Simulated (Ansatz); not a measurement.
## What a change does: single-point calculation on WS2

System: WS2 (slab, 15 atoms in the cell).
Method of the first run: DFT PBEsol, scalar-relativistic, plane waves, PAW, no spin polarisation (Ansatz 0.2.0).

The structure derives from an entry of the Crystallography Open Database. Text and figures count atoms from 1; the logs count them from 0 in places.

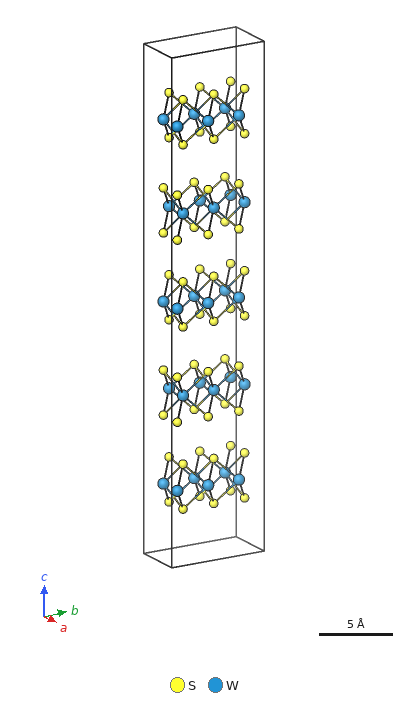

Fig. 1: The input geometry (ball-and-stick view of the 2 × 3 repeat of the cell, with the vacuum cut short, seen slightly off an axis). An atom can appear more than once, as a periodic image. Near neighbours in the periodic cell (some may lie outside the picture): S has 3 W at 2.40 Å; W has 6 S at 2.40 Å.

The input, the first run:
```yaml
crystal:
  lattice:
    - [3.1461313789, 0.0, 0.0]
    - [-1.5730656895, 2.7246296978, 0.0]
    - [0.0, 0.0, 43.5185974013]
  atoms:
    - { symbol: S, position: [0.3333333333, 0.6666666667, 0.1723401131] }
    - { symbol: W, position: [0.6666666667, 0.3333333333, 0.2083607352] }
    - { symbol: S, position: [0.3333333333, 0.6666666667, 0.2443813573] }
    - { symbol: S, position: [0.6666666667, 0.3333333333, 0.3181597455] }
    - { symbol: W, position: [0.3333333333, 0.6666666667, 0.3541803676] }
    - { symbol: S, position: [0.6666666667, 0.3333333333, 0.3902009897] }
    - { symbol: S, position: [0.3333333333, 0.6666666667, 0.4639793779] }
    - { symbol: W, position: [0.6666666667, 0.3333333333, 0.5] }
    - { symbol: S, position: [0.3333333333, 0.6666666667, 0.5360206221] }
    - { symbol: S, position: [0.6666666667, 0.3333333333, 0.6097990103] }
    - { symbol: W, position: [0.3333333333, 0.6666666667, 0.6458196324] }
    - { symbol: S, position: [0.6666666667, 0.3333333333, 0.6818402545] }
    - { symbol: S, position: [0.3333333333, 0.6666666667, 0.7556186427] }
    - { symbol: W, position: [0.6666666667, 0.3333333333, 0.7916392648] }
    - { symbol: S, position: [0.3333333333, 0.6666666667, 0.8276598869] }
basis:
  ecutwfc: 420
kpoints:
  mp_grid: { grid: [9, 9, 1] }
hamiltonian:
  xc: pbesol
scf:
  occupations: { method: gaussian, width: 0.05 }
output:
  forces: true
  stress: true
  eigenvalues: true
  write_density: true
  write_potential: true
  elf: true
  volumetric_format: npy
efield:
  axis: 3
  dipole_correction: true
  ramp_width: 0.04
```

Command:
```bash
ansatz run input.yaml --threads 2 --pin off --max-ram 5120MiB --backend cpu --events-out ev --progress --plain --runs-dir out
```

Hardware: 2 threads of AMD EPYC (Zen 5), 32 GiB of memory available, shared host.

Output, shortened to warnings, some set-up lines, iterations and results (the first run):
```
WARN: The output density's exchange-correlation potential varies sharply where the density is thin. Do not read a vacuum level from v_tot or v_xc, or from such a field of the output density. On a cell that repeats whose density bears no net charge and no dipole along the vacuum's axis use v_es (v_loc + v_h of the components); under efield.dipole_correction with no amplitude use v_es + v_field, …
Basis set: ecut = 420 eV, 7237 PW (Γ), exchange–correlation on 48×48×600 points (8 copies of the dense FFT grid, shifted against one another)
Symmetry: 6 space group operations
k-points: 12 of 81 (time reversal used)
Initial density: superposition of atomic densities (neutral atoms: chi_scale 0, normalization atom), corrected by the library's trained network
[...]
SCF iter   1: F=—  HF=-60145.421036 eV  |F-HF|=—  |Δ(HF+E_count)|=         —  Δρ=7.58e-3  dr2=4.44e-1  ethr=1.77e-3  p=0.000 e·Å  D=2.17e-13 V/Å  ΔV_dip=-0.00 eV  …
SCF iter   2: F=—  HF=-60145.369777 eV  |F-HF|=—  |Δ(HF+E_count)|=   5.13e-2  Δρ=2.94e-3  dr2=3.05e-2  ethr=3.41e-4  p=-0.000 e·Å  D=-7.60e-5 V/Å  ΔV_dip=0.00 eV  …
SCF iter   3: F=—  HF=-60145.371195 eV  |F-HF|=—  |Δ(HF+E_count)|=   1.42e-3  Δρ=1.67e-3  dr2=5.36e-3  ethr=2.34e-5  p=-0.000 e·Å  D=-2.81e-5 V/Å  ΔV_dip=0.00 eV  …
SCF iter   4: F=—  HF=-60145.374273 eV  |F-HF|=—  |Δ(HF+E_count)|=   3.08e-3  Δρ=2.20e-4  dr2=5.01e-4  ethr=4.13e-6  p=-0.000 e·Å  D=-2.61e-5 V/Å  ΔV_dip=0.00 eV  …
SCF iter   5: F=—  HF=-60145.374309 eV  |F-HF|=—  |Δ(HF+E_count)|=   3.68e-5  Δρ=9.23e-5  dr2=1.26e-4  ethr=3.85e-7  p=0.000 e·Å  D=1.45e-5 V/Å  ΔV_dip=-0.00 eV  …
SCF iter   6: F=—  HF=-60145.374321 eV  |F-HF|=—  |Δ(HF+E_count)|=   1.20e-5  Δρ=4.52e-5  dr2=1.45e-5  ethr=9.69e-8  p=-0.000 e·Å  D=-6.68e-6 V/Å  ΔV_dip=0.00 eV  …
SCF iter   7: F=—  HF=-60145.373898 eV  |F-HF|=—  |Δ(HF+E_count)|=   4.23e-4  Δρ=1.77e-5  dr2=2.46e-6  ethr=1.12e-8  p=-0.000 e·Å  D=-2.19e-6 V/Å  ΔV_dip=0.00 eV  …
SCF iter   8: F=—  HF=-60145.373899 eV  |F-HF|=—  |Δ(HF+E_count)|=   5.97e-7  Δρ=6.33e-6  dr2=4.70e-7  ethr=1.89e-9  p=-0.000 e·Å  D=-1.41e-6 V/Å  ΔV_dip=0.00 eV  …
SCF iter   9: F=—  HF=-60145.373899 eV  |F-HF|=—  |Δ(HF+E_count)|=   2.07e-8  Δρ=3.55e-6  dr2=1.06e-7  ethr=7.69e-11  p=-0.000 e·Å  D=-3.37e-7 V/Å  ΔV_dip=0.00 eV  …
SCF iter  10: F=-60145.373899 eV  HF=-60145.373899 eV  |F-HF|=1.24e-9  |Δ(HF+E_count)|=   6.91e-9  Δρ=7.46e-7  dr2=5.30e-9  ethr=7.69e-11  p=-0.000 e·Å  D=-2.73e-7 V/Å  …
SCF 1 converged in 10 iterations: F = -60145.373899 eV  dr2 = 5.30e-9
WARN: The output density's exchange-correlation potential varies sharply where the density is thin. Do not read a vacuum level from v_tot or v_xc, or from such a field of the output density. On a cell that repeats whose density bears no net charge and no dipole along the vacuum's axis use v_es …
SCF converged after 10 iterations
Free energy (F): -60145.373899 eV
Harris-Foulkes:  -60145.373899 eV  (|F-HF|=1.24e-9)
Internal energy: -60145.373899 eV  (E = F + TS)
E sigma→0 (E₀):  -60145.373899 eV
Fermi energy:    7.307393 eV
Dipole field:    D = 0.000001 V/Å  (p = 0.000002 e·Å, saw-weighted, corrected)
Work function:   Φ+ = 4.6113 eV   Φ− = 4.6113 eV
[...]
```

The input of the second run differs as follows (lines with − go, lines with + come):
```diff
+  hubbard: { sites: [{ species: W, l: d, u_eff: 3.0 }], double_counting: fll }
-  write_density: true
-  write_potential: true
-  elf: true
-  volumetric_format: npy
```

What does this change do to the results?

The total energies belong to different models, so their difference says nothing on which is more stable or more accurate. The gap on the mesh goes from 1.30 to 1.37 eV. The SCF takes 11 iterations against 10.

Output, shortened to warnings, some set-up lines, iterations and results (the second run):
```
Basis set: ecut = 420 eV, 7237 PW (Γ), exchange–correlation on 48×48×600 points (8 copies of the dense FFT grid, shifted against one another)
Symmetry: 6 space group operations
k-points: 12 of 81 (time reversal used)
Initial density: superposition of atomic densities (neutral atoms: chi_scale 0, normalization atom)
[...]
SCF iter   1: F=—  HF=-60128.227339 eV  |F-HF|=—  |Δ(HF+E_count)|=         —  Δρ=4.12e-2  dr2=6.83e0  ethr=3.10e-3  p=0.000 e·Å  D=2.58e-13 V/Å  ΔV_dip=-0.00 eV  …
SCF iter   2: F=—  HF=-60126.909683 eV  |F-HF|=—  |Δ(HF+E_count)|=    1.32e0  Δρ=1.83e-2  dr2=2.16e0  ethr=3.10e-3  p=-0.000 e·Å  D=-2.30e-5 V/Å  ΔV_dip=0.00 eV  …
SCF iter   3: F=—  HF=-60126.774829 eV  |F-HF|=—  |Δ(HF+E_count)|=   1.35e-1  Δρ=8.42e-3  dr2=2.70e-1  ethr=1.66e-3  p=-0.000 e·Å  D=-8.22e-6 V/Å  ΔV_dip=0.00 eV  …
SCF iter   4: F=—  HF=-60126.755785 eV  |F-HF|=—  |Δ(HF+E_count)|=   1.90e-2  Δρ=1.46e-3  dr2=1.76e-2  ethr=2.08e-4  p=-0.000 e·Å  D=-2.42e-5 V/Å  ΔV_dip=0.00 eV  …
SCF iter   5: F=—  HF=-60126.758054 eV  |F-HF|=—  |Δ(HF+E_count)|=   2.27e-3  Δρ=5.94e-4  dr2=3.57e-3  ethr=1.35e-5  p=0.000 e·Å  D=1.36e-5 V/Å  ΔV_dip=-0.00 eV  …
SCF iter   6: F=—  HF=-60126.758855 eV  |F-HF|=—  |Δ(HF+E_count)|=   8.01e-4  Δρ=3.52e-4  dr2=4.10e-3  ethr=2.75e-6  p=-0.000 e·Å  D=-3.79e-5 V/Å  ΔV_dip=0.00 eV  …
SCF iter   7: F=—  HF=-60126.758648 eV  |F-HF|=—  |Δ(HF+E_count)|=   2.07e-4  Δρ=1.14e-4  dr2=8.90e-5  ethr=2.75e-6  p=-0.000 e·Å  D=-2.53e-6 V/Å  ΔV_dip=0.00 eV  …
SCF iter   8: F=—  HF=-60126.758270 eV  |F-HF|=—  |Δ(HF+E_count)|=   3.78e-4  Δρ=2.33e-5  dr2=5.11e-6  ethr=6.85e-8  p=-0.000 e·Å  D=-7.36e-7 V/Å  ΔV_dip=0.00 eV  …
SCF iter   9: F=—  HF=-60126.758272 eV  |F-HF|=—  |Δ(HF+E_count)|=   2.55e-6  Δρ=1.53e-5  dr2=2.49e-6  ethr=3.93e-9  p=-0.000 e·Å  D=-2.57e-6 V/Å  ΔV_dip=0.00 eV  …
SCF iter  10: F=—  HF=-60126.758272 eV  |F-HF|=—  |Δ(HF+E_count)|=   1.62e-7  Δρ=7.39e-6  dr2=5.05e-7  ethr=1.92e-9  p=0.000 e·Å  D=5.74e-7 V/Å  ΔV_dip=-0.00 eV  …
SCF iter  11: F=-60126.758272 eV  HF=-60126.758272 eV  |F-HF|=4.98e-9  |Δ(HF+E_count)|=   2.59e-8  Δρ=1.67e-6  dr2=2.89e-8  ethr=7.69e-11  p=-0.000 e·Å  D=-1.00e-6 V/Å  …
SCF 1 converged in 11 iterations: F = -60126.758272 eV  dr2 = 2.89e-8
SCF converged after 11 iterations
Free energy (F): -60126.758272 eV
Harris-Foulkes:  -60126.758272 eV  (|F-HF|=4.98e-9)
Internal energy: -60126.758272 eV  (E = F + TS)
E sigma→0 (E₀):  -60126.758272 eV
Fermi energy:    7.220865 eV
Dipole field:    D = 0.000010 V/Å  (p = 0.000021 e·Å, saw-weighted, corrected)
Work function:   Φ+ = 4.7041 eV   Φ− = 4.7045 eV
Levels:          The Fermi level and band energies are counted from a zero that moves with the ramp; work functions are not
--- Per-component energies (eV) ---
  E_band       = -1569.162376
  E_kinetic    = 3334.902104
  E_local      = -110564.426265  (includes V_loc(G=0)·N_el)
  E_nonlocal   = 301.659556
  E_hartree    = 54060.592609
  E_xc         = -2293.830897
  E_vxc        = -2075.314760  (∫ρ·V_xc dr)
  E_hubbard    = 18.587486  (on-site DFT+U / exact-exchange correction)
  E_vhub       = -0.103005  (the Hubbard potential's part of the band-sum identity)
  E_paw        = -48022.603860  (= ΣΔE_a)
  E_vpaw       = -687.026868  (= ΣTr[D̂ρ^β])
  E_aug_tail   = -0.000331  (compensation charges beyond the density's cutoff)
  E_efield     = 0.000000  (sawtooth field / dipole correction)
  E_vefield    = 0.000000  (∫n·V_field dr)
  E_ewald      = 43036.632871
  E_core_change = 1.728454  (= ΣΔE_core)
  E_smearing   = -0.000000  (= −TS)
  E_closure    = -0.000000  (closes the sum)
  Σ components = -60126.758272   (vs F -60126.758272, Δ=0.00e0)
--- Forces (eV/Å), atoms counted from 1 ---
  atom   1  S     -0.00000000    -0.00000000     0.00902037
  atom   2  W     -0.00000000     0.00000000    -0.01887964
  atom   3  S     -0.00000000    -0.00000000     0.01098734
  atom   4  S      0.00000000     0.00000000    -0.01056030
  atom   5  W      0.00000000    -0.00000000    -0.00018122
  atom   6  S      0.00000000     0.00000000     0.01021936
  atom   7  S     -0.00000000    -0.00000000    -0.01022593
  atom   8  W     -0.00000000     0.00000000     0.00000121
  atom   9  S     -0.00000000    -0.00000000     0.01022586
  atom  10  S      0.00000000     0.00000000    -0.01021376
  atom  11  W      0.00000000    -0.00000000     0.00016411
  atom  12  S      0.00000000     0.00000000     0.01056469
  atom  13  S      0.00000000    -0.00000000    -0.01098684
  atom  14  W     -0.00000000     0.00000000     0.01888662
  atom  15  S     -0.00000000    -0.00000000    -0.00902467
  max |Σ_I F_I| component: 2.79e-6 eV/Å
--- Stress (GPa, compression-positive) ---
        0.136819      -0.000000       0.000000
       -0.000000       0.136819      -0.000000
        0.000000      -0.000000       0.034965
  P = ⅓ Tr σ = 0.1029 GPa (1.029 kbar)
Occupation matrices written to [file]
```

The two runs side by side:

```csv
quantity,the first run,the second run
outcome,converged,converged
free energy per atom (eV),−4009.6916,−4008.4506
gap on the mesh (eV),1.30,1.37
work function (eV),4.61,–
largest force (eV/Å),0.020,0.019
SCF iterations,10,11
irreducible k-points,12,12
plane waves at Γ,7237,7237
wall time (shared host),10 s,9.8 s
```

For both runs: Spin–orbit coupling is left out, which matters for W. For the first run: Warnings: the exchange-correlation potential is rough where the density is thin.
